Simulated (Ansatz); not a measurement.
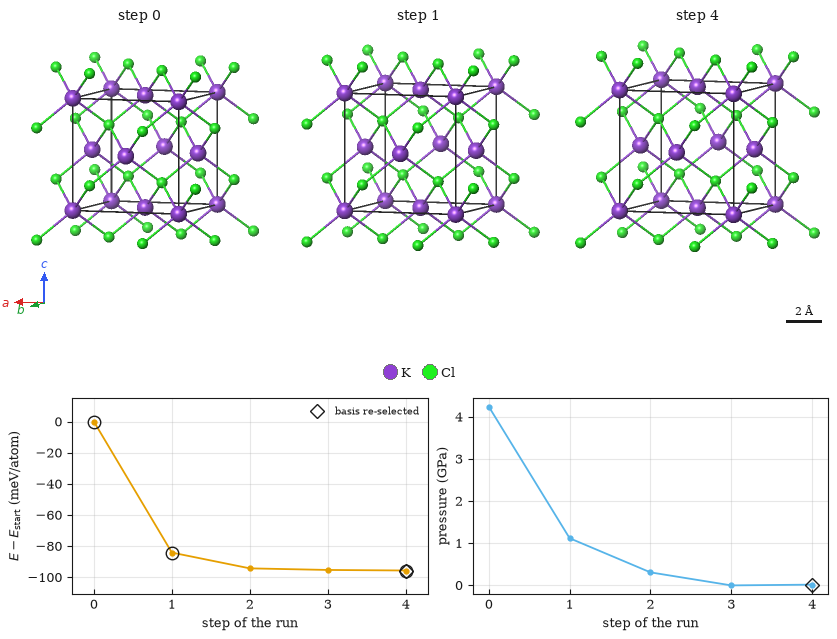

Frames of a relaxation of solid KCl (built on the zincblende type), marked on the history of the run. The picture is a ball-and-stick view of the conventional cell (4 times the calculation's cell), seen from a free direction. Lengths and directions refer to the drawn axes.

These are results of DFT, PBE, plane waves, PAW in Ansatz 0.2.0, not measurements.

Input file:
```yaml
crystal:
  lattice:
    - [0.0, 3.2786567087, 3.2786567087]
    - [3.2786567087, 0.0, 3.2786567087]
    - [3.2786567087, 3.2786567087, 0.0]
  atoms:
    - { symbol: K, position: [0.0, 0.0, 0.0] }
    - { symbol: Cl, position: [0.25, 0.25, 0.25] }
kpoints:
  mp_grid: { grid: [6, 6, 6] }
hamiltonian:
  xc: pbe
scf:
  occupations: { method: fermi_dirac, width: 0.02 }
relax:
  f_tol: 0.005
  cell: {}
```

Command:
```bash
ansatz run input.yaml --threads 2 --pin off --max-ram 2211MiB --backend cpu --events-out ev --progress --plain --runs-dir out
```

Q: What happens along the run?

A: No atom moves by more than 0.005 Å relative to the cell. Cell: a = b = c 6.557 → 7.067 Å (+7.8 %). Volume +25.2 %. Near-neighbour distances that change, for instance: K1–Cl2 2.839 → 3.060 Å. The space group stays F-43m (No. 216). Over 3 accepted moves (4 points after the start) the energy falls by 95.7 meV per atom. All forces vanish by symmetry, so only the cell relaxes. Pressure: 4.24 GPa at the start and 0.01 GPa at the end. The SCF was repeated once at an unchanged geometry on a basis and grid sized afresh for the cell, which shifted the energy by 0.4 meV per atom at most. From step 0 to 1: volume +15.3 %, energy −84.2 meV per atom. From step 1 to 4: volume +8.5 %, energy −11.5 meV per atom.

```
step  E − E(0), meV/atom  pressure, GPa  volume, Å³/atom                      note
   0                0.00           4.24           35.244                          
   1              -84.15           1.12           40.654                          
   2              -94.29           0.31           43.009                          
   3              -95.31           0.00           44.126                          
   4              -95.67           0.01           44.126  same geometry, new basis
```
